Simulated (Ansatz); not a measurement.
**Single-point calculation, with input and output: MoS2**

System: MoS2 (P-6m2, 9 atoms in the cell).
Method: DFT PBEsol, scalar-relativistic, plane waves, PAW, no spin polarisation (Ansatz 0.2.0).

The structure derives from a Materials Project entry. Figures and captions count atoms from 1; the log counts them from 0 in places.

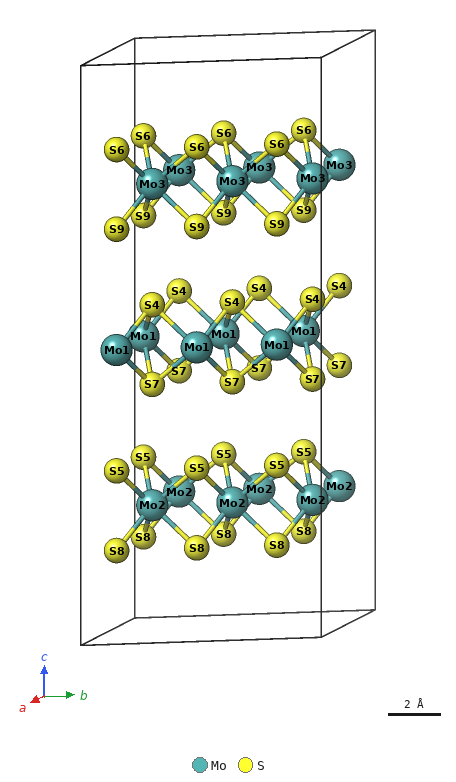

Fig. 1: The input geometry (ball-and-stick view of the 2 × 3 repeat of the cell, with the vacuum cut short, seen slightly off an axis; atoms are numbered from 1 in the order of the input). An atom can appear more than once, as a periodic image. Near neighbours in the periodic cell (some may lie outside the picture): Mo has 6 S at 2.39 Å; S has 3 Mo at 2.39 Å.

**The input**
```yaml
crystal:
  lattice:
    - [3.1407285108, 0.0, 0.0]
    - [-1.5703642554, 2.7199506767, 0.0]
    - [0.0, 0.0, 28.0139064959]
  atoms:
    - { symbol: Mo, position: [0.6666666667, 0.3333333333, 0.0] }
    - { symbol: Mo, position: [0.3333333333, 0.6666666667, 0.775531177] }
    - { symbol: Mo, position: [0.3333333333, 0.6666666667, 0.224468823] }
    - { symbol: S, position: [0.3333333333, 0.6666666667, 0.0556609006] }
    - { symbol: S, position: [0.6666666667, 0.3333333333, 0.8311968859] }
    - { symbol: S, position: [0.6666666667, 0.3333333333, 0.2800842459] }
    - { symbol: S, position: [0.3333333333, 0.6666666667, 0.9443390994] }
    - { symbol: S, position: [0.6666666667, 0.3333333333, 0.7199157541] }
    - { symbol: S, position: [0.6666666667, 0.3333333333, 0.1688031141] }
basis:
  ecutwfc: 420
kpoints:
  mp_grid: { grid: [12, 12, 1] }
hamiltonian:
  xc: pbesol
scf:
  occupations: { method: gaussian, width: 0.05 }
output:
  forces: true
  stress: true
  eigenvalues: true
  write_density: true
  write_potential: true
  elf: true
  volumetric_format: npy
```

Hardware: 2 threads of Intel Xeon @ 2.50GHz (Skylake/Cascade Lake), 189 GiB of memory available, shared host.

Launch command:
```bash
ansatz run input.yaml --threads 2 --pin off --max-ram 5120MiB --backend cpu --events-out ev --progress --plain --runs-dir out
```

**The program's output**
```
Engine: ansatz 0.2.0, x86_64-unknown-linux-gnu
Pseudopotentials: kind: paw
Pseudopotential: Mo, paw, valence charge 14, recommended cutoff 420 eV (normal), Mo.paw.azcp
Pseudopotential: S, paw, valence charge 6, recommended cutoff 420 eV (normal), S.paw.azcp
Functional definition: PBEsol
  exchange = pbesol_x
  correlation = pbesol_c
Crystal: 9 atoms, lattice volume = 239.312 Å³
Basis set: ecut = 420 eV, 4665 PW (Γ), exchange–correlation on 48×48×384 points (8 copies of the dense FFT grid, shifted against one another)
Bands: 48, of which v1, the nominal top of the filled ones, is band 39 counted from 1 (38 counted from 0)
Symmetry: 12 space group operations
Space group: P-6m2 (ITA 187), of the structure as read, at distance tolerance 6.2e-5 Å
k-points: 19 of 144 (time reversal used)
Non-local potential: Mo, projectors of the file, l = 0: 3, l = 1: 2, l = 2: 2, l = 3: 1
Non-local potential: S, projectors of the file, l = 0: 2, l = 1: 2, l = 2: 2
PAW form: soft (Blöchl's): semilocal exchange-correlation on the pseudo side does not see the compensation charge
PAW frozen core: Mo, regenerated for the run's functional, and the local potential with it (the file was generated under x = pbe(κ = 0.804, μ = 0.2195149727645171), c = pbe(β = 0.06672455060314922))
PAW frozen core: S, regenerated for the run's functional, and the local potential with it (the file was generated under x = pbe(κ = 0.804, μ = 0.2195149727645171), c = pbe(β = 0.06672455060314922))
PAW one-centre angular grid: Mo, 590 points (default); XC on 64 Gauss nodes
PAW one-centre angular grid: S, 110 points (default); XC on 64 Gauss nodes
Initial density: superposition of atomic densities (neutral atoms: chi_scale 0, normalization atom), corrected by the library's trained network
Initial wavefunctions: pseudopotential atomic-orbital guess
Functional: x = pbesol(κ = 0.804, μ = 0.12345679012345678), c = pbesol(β = 0.046)
SCF iter   1: F=—  HF=-20010.482728 eV  |F-HF|=—  |Δ(HF+E_count)|=         —  Δρ=5.91e-3  dr2=1.46e-1  ethr=1.77e-3  ⟨swp⟩=9.5  Hψ=4451  notcnv=0
preconditioner: auto → Resta (q_TF=auto, 2.263 Å⁻¹)  ε∞=6.1  [insulator: Δε(μ)=1.153 eV  Ē_g=7.824 eV  σ=0.050 eV  W_gap=1.00  n_scr=20 (ndim 8)  ℏωp=17.6 eV  f_vac=0.331  D(μ)=0.00/eV (n_scr^D=0)  ε∞_Penn≈6.1  vacuum switching on, ρ_ref=4.4e-3 e/Å³]
SCF iter   2: F=—  HF=-20010.480432 eV  |F-HF|=—  |Δ(HF+E_count)|=   2.30e-3  Δρ=3.20e-3  dr2=2.08e-2  ethr=1.88e-4  ⟨swp⟩=2.7  Hψ=1501  notcnv=0  defer=50
SCF iter   3: F=—  HF=-20010.481660 eV  |F-HF|=—  |Δ(HF+E_count)|=   1.23e-3  Δρ=1.75e-3  dr2=4.18e-3  ethr=2.67e-5  ⟨swp⟩=2.1  Hψ=1252  notcnv=0  defer=50
SCF iter   4: F=—  HF=-20010.483199 eV  |F-HF|=—  |Δ(HF+E_count)|=   1.54e-3  Δρ=7.09e-4  dr2=1.60e-3  ethr=5.35e-6  ⟨swp⟩=2.2  Hψ=1346  notcnv=0  defer=50
SCF iter   5: F=—  HF=-20010.483329 eV  |F-HF|=—  |Δ(HF+E_count)|=   1.30e-4  Δρ=1.71e-4  dr2=8.20e-5  ethr=2.05e-6  ⟨swp⟩=2.4  Hψ=1306  notcnv=0  defer=50
SCF iter   6: F=—  HF=-20010.483316 eV  |F-HF|=—  |Δ(HF+E_count)|=   1.30e-5  Δρ=3.66e-5  dr2=8.06e-6  ethr=1.05e-7  ⟨swp⟩=2.1  Hψ=1373  notcnv=0  defer=50
SCF iter   7: F=—  HF=-20010.483318 eV  |F-HF|=—  |Δ(HF+E_count)|=   2.23e-6  Δρ=1.21e-5  dr2=1.51e-6  ethr=1.03e-8  ⟨swp⟩=2.1  Hψ=1380  notcnv=0  defer=50
SCF iter   8: F=—  HF=-20010.483318 eV  |F-HF|=—  |Δ(HF+E_count)|=   3.53e-7  Δρ=9.74e-6  dr2=5.80e-7  ethr=1.93e-9  ⟨swp⟩=2.0  Hψ=1296  notcnv=0  defer=50
SCF iter   9: F=—  HF=-20010.483318 eV  |F-HF|=—  |Δ(HF+E_count)|=   5.25e-8  Δρ=4.74e-6  dr2=1.30e-7  ethr=7.43e-10  ⟨swp⟩=2.0  Hψ=1249  notcnv=0  defer=50
SCF iter  10: F=-20010.483318 eV  HF=-20010.483318 eV  |F-HF|=3.47e-9  |Δ(HF+E_count)|=  4.37e-10  Δρ=1.07e-6  dr2=8.95e-9  ethr=1.28e-10  ⟨swp⟩=16.5  Hψ=7430  notcnv=0
SCF 1 converged in 10 iterations: F = -20010.483318 eV  dr2 = 8.95e-9
  greatest PAW one-centre occupation: 0.999 electrons in one spin orbital (limit 2), on the Mo atom at site 0 (counted from 0), in its partial waves of l = 0
```

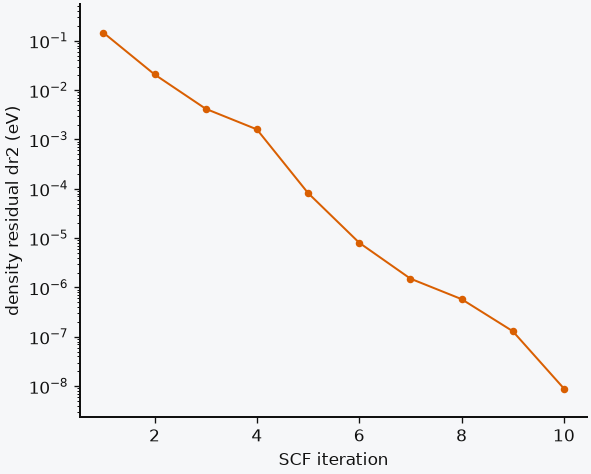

Fig. 2: Convergence of the self-consistent field: density residual dr2 against the SCF iteration. The residual falls at every step.

```
WARN: The output density's exchange-correlation potential varies sharply where the density is thin. Do not read a vacuum level from v_tot or v_xc, or from such a field of the output density. On a cell that repeats whose density bears no net charge and no dipole along the vacuum's axis use v_es (v_loc + v_h of the components); under efield.dipole_correction with no amplitude use v_es + v_field, which holds any external_charges[].barrier, or the levels of the report's work_function block, which leave it out; under a non-zero efield.amplitude the vacuum is tilted and has no level; on a cell that repeats and bears such a dipole with no correction it is tilted too, and efield.dipole_correction with no amplitude gives each side of its ramp a level where efield: is served; in a cell that repeats whose density bears a net charge (total_charge, or a fill off its count) it is curved and has none; of a slab under crystal.periodic whose density bears no net charge use v_es, which has a level on each side, short of where the two are joined; of another it falls or rises all the way out and has none; of a slab beside external_charges read slab_vacuum_level instead, which it has where they leave it neutral. The grid or the basis barely resolves most such structure, and the values can differ between equally converged runs; as a rule a tighter scf.convergence.dr2_threshold does not remove it. Where the density itself ripples (under the LDA too) a higher basis.ecutwfc lessens it. The files hold the spikes' plane waves up to the density's cutoff. Files: v_tot_of_output_density and the like, and their columns of v_z.tsv (output.write_potential); v_xc_of_output_density and the like, and their columns of v_comp_z.tsv (output.write_potential_components). Measured: with its Gaussian average of σ = 0.25 Å subtracted twice, the exchange-correlation potential is over 0.1 eV at 377 of the grid points where the equally averaged density (valence and model cores) is under 1e-3 e/Å³, and 1.11 eV at the most among them, at an averaged density of 6.5e-8 e/Å³. See output.write_potential in the manual, Limitations
SCF converged after 10 iterations
Free energy (F): -20010.483318 eV
Harris-Foulkes:  -20010.483318 eV  (|F-HF|=3.47e-9)
Internal energy: -20010.483318 eV  (E = F + TS)
E sigma→0 (E₀):  -20010.483318 eV
Fermi energy:    5.915026 eV
--- Per-component energies (eV) ---
  E_band       = -888.281337
  E_kinetic    = 1970.031292
  E_local      = -42723.296917  (includes V_loc(G=0)·N_el)
  E_nonlocal   = 604.266148
  E_hartree    = 20469.542509
  E_xc         = -1127.359897
  E_vxc        = -1214.121512  (∫ρ·V_xc dr)
  E_paw        = -12935.755963  (= ΣΔE_a)
  E_vpaw       = -464.227028  (= ΣTr[D̂ρ^β])
  E_aug_tail   = 0.000093  (compensation charges beyond the density's cutoff)
  E_ewald      = 13731.089823
  E_core_change = 0.999594  (= ΣΔE_core)
  E_smearing   = -0.000000  (= −TS)
  E_closure    = 0.000000  (closes the sum)
  Σ components = -20010.483318   (vs F -20010.483318, Δ=0.00e0)
--- Forces (eV/Å), atoms counted from 1 ---
  atom   1  Mo     0.00000000     0.00000000     0.00000000
  atom   2  Mo    -0.00000000    -0.00000000    -0.00039458
  atom   3  Mo    -0.00000000    -0.00000000     0.00039458
  atom   4  S      0.00000000     0.00000000     0.00038433
  atom   5  S     -0.00000000    -0.00000000     0.00212844
  atom   6  S     -0.00000000    -0.00000000     0.00176105
  atom   7  S      0.00000000     0.00000000    -0.00038433
  atom   8  S      0.00000000    -0.00000000    -0.00176105
  atom   9  S     -0.00000000    -0.00000000    -0.00212844
  max |Σ_I F_I| component: 1.06e-16 eV/Å
--- Stress (GPa, compression-positive) ---
        0.025638       0.000000      -0.000000
        0.000000       0.025638       0.000000
       -0.000000       0.000000       0.009365
  P = ⅓ Tr σ = 0.0202 GPa (0.202 kbar)
--- Band table (eV; the first three rows and the last of 19) ---
  k-point 0: bands = ["-55.8700", "-55.8685", "-55.8685", "-30.0771", "-30.0757", "-30.0757", "-29.8117", "-29.8117", "-29.8100", "-29.8100", "-29.8100", "-29.8100", "-9.4830", "-9.4076", "-9.3349", "-8.1670", "-8.0344", "-7.9202", "-1.2856", "-0.9832", "-0.6663", "2.2112", "2.2112", "2.2149", "2.2149", "2.2174", "2.2174", "2.2941", "2.9197", "3.3608", "3.3608", "3.3733", "3.3733", "3.3835", "3.3835", "3.6623", "4.4936", "4.9969", "5.3215", "7.7111", "7.7111", "7.7220", "7.7220", "7.7287", "7.7287", "7.9505", "7.9505", "8.0013"]
  k-point 1: bands = ["-55.8670", "-55.8655", "-55.8655", "-30.0712", "-30.0698", "-30.0698", "-29.8416", "-29.8399", "-29.8399", "-29.8184", "-29.8168", "-29.8168", "-9.3730", "-9.2980", "-9.2256", "-8.1181", "-7.9892", "-7.8788", "-1.1624", "-0.8624", "-0.5451", "1.9688", "1.9709", "1.9792", "2.0403", "2.3244", "2.3296", "2.3334", "2.4939", "2.8140", "3.1866", "3.2004", "3.2118", "3.4989", "3.6312", "4.0015", "4.4921", "4.9308", "5.1777", "7.5732", "7.5832", "7.5960", "7.6849", "7.7200", "7.7645", "7.8080", "7.8493", "7.9053"]
  k-point 2: bands = ["-55.8587", "-55.8572", "-55.8572", "-30.0550", "-30.0536", "-30.0536", "-29.9226", "-29.9210", "-29.9210", "-29.8368", "-29.8352", "-29.8352", "-9.0592", "-8.9860", "-8.9150", "-7.9784", "-7.8608", "-7.7617", "-0.8467", "-0.5610", "-0.2520", "1.4066", "1.4093", "1.4450", "1.5424", "1.8582", "2.0775", "2.6396", "2.6486", "2.6568", "2.7790", "2.7957", "2.8091", "3.5179", "3.7152", "4.0526", "4.3779", "4.6091", "4.7056", "7.0741", "7.2173", "7.3951", "7.4692", "7.5182", "7.5818", "7.6362", "7.6400", "7.6882"]
  k-point 18: bands = ["-55.8189", "-55.8174", "-55.8174", "-30.1379", "-30.1363", "-30.1363", "-30.0879", "-30.0863", "-30.0863", "-29.9771", "-29.9757", "-29.9757", "-7.0872", "-7.0809", "-7.0808", "-7.0663", "-7.0563", "-7.0563", "-0.8116", "-0.7653", "-0.7220", "0.0610", "0.0796", "0.0900", "0.5508", "0.6292", "0.6972", "1.1833", "1.1934", "1.2737", "1.8057", "1.8643", "1.9409", "2.6430", "2.6921", "2.7090", "4.7727", "4.8252", "4.8753", "6.6376", "6.6386", "6.6392", "7.5272", "7.8499", "8.1775", "8.4857", "8.5079", "8.5269"]
```

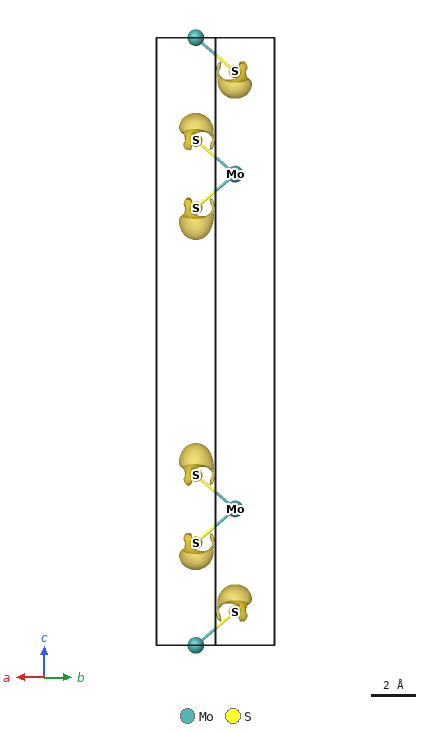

Fig. 3: Isosurface of the ELF at 0.85 (yellow), seen along [110]. Core shells and regions of very low density are left out. Sticks mark near contacts. The outline is the cell set on symmetry axes. Profiles from the grid: Mo–S (2.39 Å): the ELF is about 0.45 at the midpoint. The fields are those of the smooth PAW valence density.

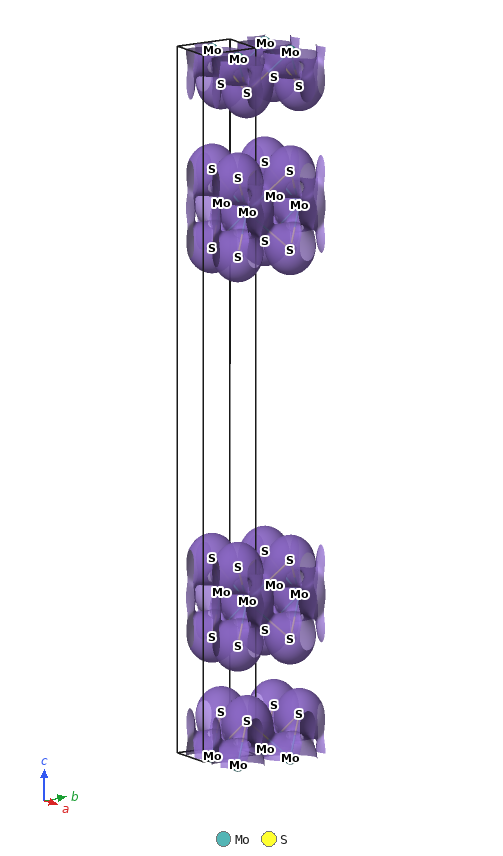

Fig. 4: Isosurface of the valence electron density at 0.5 e/Å³ (purple), seen slightly off an axis. Sticks mark near contacts. The outline is the cell set on symmetry axes. At this value the density is joined into sheets; it holds about 70 % of the electrons treated as valence (semicore included). On the grid the lowest density along these lines, outside the cores, is 0.62 e/Å³ (Mo–S, 2.39 Å).

**Summary**

- outcome: converged
- space group (tolerance 0.01 Å): P-6m2 (187)
- electrons treated: 78
- free energy: −20010.4833 eV
- Fermi energy: 5.915 eV
- gap on the k-point mesh: 1.19 eV
- pressure: 0.02 GPa
- largest force (length of the vector): 0.002 eV/Å
- wall time: 25 s (CPU time 47 s)
- peak memory: 0.57 GiB

Warnings of the run: the exchange-correlation potential is rough where the density is thin.
